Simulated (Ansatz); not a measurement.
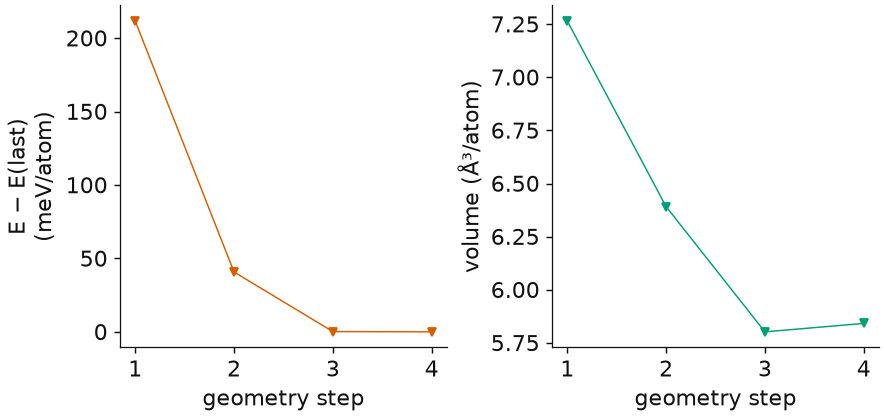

History of a geometry optimisation. Atoms and cell relax. A closing SCF on a freshly chosen basis isn't drawn.

The run: B (I4/mmm, 1 atom in the cell), by DFT r2SCAN, scalar-relativistic, plane waves, PAW in Ansatz; cutoff 500 eV, 10×10×10 k-mesh, Gaussian smearing of 0.1 eV.

### How did it end, and what did it gain?

The optimisation met its thresholds at geometry 4, counting the start as the first. The energy fell by about 210 meV/atom from the first step to the last. All forces vanish by symmetry, so only the cell moves.

### Was the starting cell too large or too small?

The volume shrinks from 7.3 to 5.8 Å³ per atom (−20 %). The start was expanded.
